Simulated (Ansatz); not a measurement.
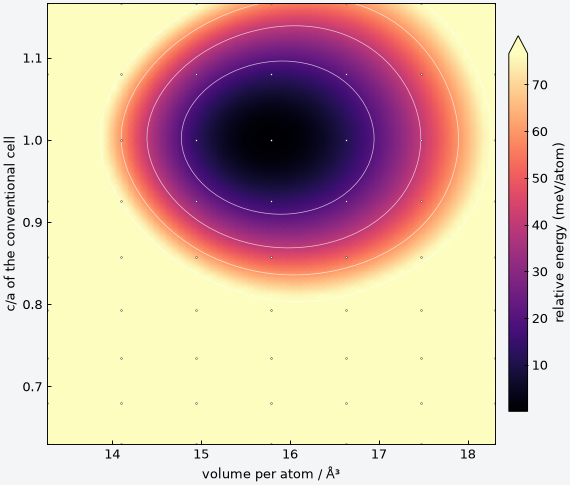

Al (Fm-3m, No. 225; 1 atom in the cell). The energy is mapped over volume and the cell's shape. The first coordinate is: volume per atom; the second: c/a of the conventional cell. Nothing is relaxed (symmetry fixes all fractional coordinates). The scan uses a 7 × 9 grid. Points are written as (first, second). Energies: meV/atom, counted from the lowest grid point. The calculation used DFT PBE+D3(BJ), scalar-relativistic, plane waves, PAW (Ansatz 0.2.0). Settings: cutoff 420 eV, k-mesh 22×22×22, gaussian smearing 0.15 eV, no spin polarisation.

In the figure: a smooth colour map with a few white contour lines, dots at the grid points, one colour for all values above the top of the scale. Between grid points the surface is interpolated.

Q: Where is the minimum, and how stiff is the well along each coordinate?

A: The interpolated minimum is at volume per atom ≈ 15.79 Å³, c/a of the conventional cell ≈ 1.000. The curvatures there are about 0.034 eV/(Å³)² and 4.9 eV, with a cross term of about 0 eV/Å³ (per cell of 1 atoms). Round the minimum the two coordinates are nearly uncoupled.

PAW datasets: the set soft_1.
